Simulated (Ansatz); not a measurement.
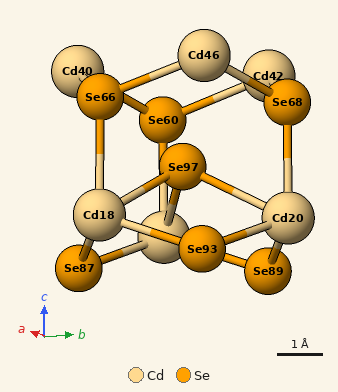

This is the input geometry for a relaxation of a defect cell of composition Cd48Se49 (cell charge +1). Style: ball-and-stick. Shown: the atoms within 5.0 Å of the atom that moves most (axes of the cell of the calculation (origin shifted)), from a free direction.

Level of theory: DFT, PBEsol, PAW, plane waves (Ansatz 0.2.0).

Settings: plane-wave cutoff 420 eV; k-point mesh 1 × 1 × 1; mesh shifted by (0.25, 0.25, 0.25); collinear spin; atoms relaxed in a fixed cell; force threshold 0.03 eV/Å; at most 80 steps.

```xyz
97
Lattice="12.9067 0.0000 0.0000 0.0000 14.9033 0.0000 0.0000 0.0000 14.0415" Properties=species:S:1:pos:R:3 pbc="T T T"
Cd   12.8718    2.4852   14.0400
Cd   12.8956    2.4672    7.0338
Cd    4.3171    2.4989   14.0269
Cd    4.2780    2.4866    7.0211
Cd    2.1365    6.1862    0.0142
Cd    2.1686    6.2091    6.9817
Cd   12.8635    9.9475   14.0410
Cd   12.8961    9.9428    7.0375
Cd    8.6001    2.5065   14.0238
Cd    8.5839    2.4987    7.0284
Cd    6.4479    6.1895   14.0296
Cd    6.4333    6.2224    7.0360
Cd    4.3394    9.8979    0.0037
Cd    4.3007    9.9303    7.0337
Cd    2.1509   13.6803    0.0140
Cd    2.1692   13.6728    7.0283
Cd   10.7643    6.2161   14.0126
Cd   10.7502    6.2324    7.0224
Cd    8.6138    9.9382   14.0299
Cd    8.6234    9.9513    7.0512
Cd    6.4593   13.6826    0.0223
Cd    6.4764   13.6516    7.0250
Cd   10.7163   13.6697    0.0008
Cd   10.7130   13.6726    7.0252
Cd    2.1504    1.2613    3.5152
Cd    2.1380    1.2466   10.5547
Cd   12.8786    4.9437    3.5142
Cd    0.0147    4.9912   10.5531
Cd    6.4296    1.2353    3.5389
Cd    6.4334    1.2070   10.5616
Cd    4.3031    4.9701    3.5257
Cd    4.3015    4.9502   10.4953
Cd    2.1707    8.7014    3.5205
Cd    2.1555    8.6650   10.5321
Cd   12.9019   12.4504    3.4986
Cd    0.0207   12.3905   10.5290
Cd   10.7330    1.2322    3.5311
Cd   10.7405    1.2483   10.5492
Cd    8.5611    4.9856    3.5032
Cd    8.5923    4.9471   10.5649
Cd    6.4412    8.7101    3.5210
Cd    6.4191    8.7043   10.5610
Cd    4.3066   12.3970    3.5020
Cd    4.2978   12.4069   10.5214
Cd   10.7467    8.6731    3.4700
Cd   10.7522    8.7177   10.5060
Cd    8.5830   12.4276    3.5226
Cd    8.5964   12.4345   10.5824
Se   12.8943    2.4847    2.6529
Se    0.0201    2.4988    9.6745
Se    4.2949    2.4819    2.6653
Se    4.2755    2.4806    9.6480
Se    2.1446    6.2378    2.6512
Se    2.1092    6.1808    9.6779
Se    0.0023    9.9245    2.6008
Se    0.0416    9.9451    9.6483
Se    8.6229    2.4640    2.6420
Se    8.5735    2.4354    9.6619
Se    6.4624    6.2355    2.6350
Se    6.4554    6.1989    9.6722
Se    4.3053    9.9560    2.6620
Se    4.2986    9.9237    9.6990
Se    2.1339   13.6604    2.6471
Se    2.1555   13.7235    9.6661
Se   10.7582    6.2264    2.6653
Se   10.7728    6.2613    9.6770
Se    8.6117    9.9401    2.6671
Se    8.6316    9.9307    9.6523
Se    6.4480   13.6630    2.6517
Se    6.4502   13.6460    9.6988
Se   10.7870   13.6386    2.6579
Se   10.7798   13.6642    9.6738
Se    2.1713    1.2400    6.1341
Se    2.2006    1.2615   13.1601
Se   12.9038    4.9252    6.1355
Se   12.8818    4.9633   13.1873
Se    6.4684    1.2495    6.1623
Se    6.4741    1.2469   13.1518
Se    4.3198    4.9473    6.1328
Se    4.3080    4.9587   13.1763
Se    2.1696    8.6730    6.1482
Se    2.1410    8.6971   13.1711
Se   12.8922   12.4230    6.1579
Se   12.8534   12.4389   13.1723
Se   10.7556    1.2342    6.1756
Se   10.7723    1.2344   13.1513
Se    8.5973    4.9745    6.1298
Se    8.6098    4.9905   13.1577
Se    6.4499    8.6939    6.1643
Se    6.4399    8.6802   13.1945
Se    4.3179   12.4113    6.1191
Se    4.2872   12.4114   13.1574
Se   10.7510    8.6693    6.1539
Se   10.7475    8.6745   13.1491
Se    8.5972   12.4326    6.1319
Se    8.6167   12.4009   13.2104
Se    8.6263    7.4484    8.3127
```

Predict the outcome.

Answer. Se97 moves most: 1.52 Å along [3 −1 2]. By element the largest moves are Se 1.52 Å, Cd 0.45 Å. The cell stays as it was. Among the contacts that change: Cd46–Se66 2.593 → 4.306 Å, Se89–Se97 3.302 → 4.818 Å, Cd12–Se97 2.818 → 4.093 Å, Cd20–Se97 2.803 → 3.849 Å. New bonds form, among them: Cd46–Se97 (3.31 → 2.65 Å). Bonds break, among them: Cd12–Se97 (2.82 → 4.09 Å), Cd20–Se97 (2.80 → 3.85 Å), Cd46–Se66 (2.59 → 4.31 Å). The energy falls by 1.899 eV per cell of the calculation in 14 geometry steps. Largest force component: 0.69 eV/Å at the start, 0.018 eV/Å at the end. The program noted that the starting moments weren't kept.

After the run, drawn alike:

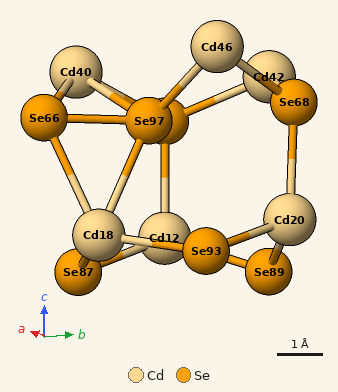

Limits of the set-up: the cell is charged, on a uniform background, and energies carry no finite-size correction.
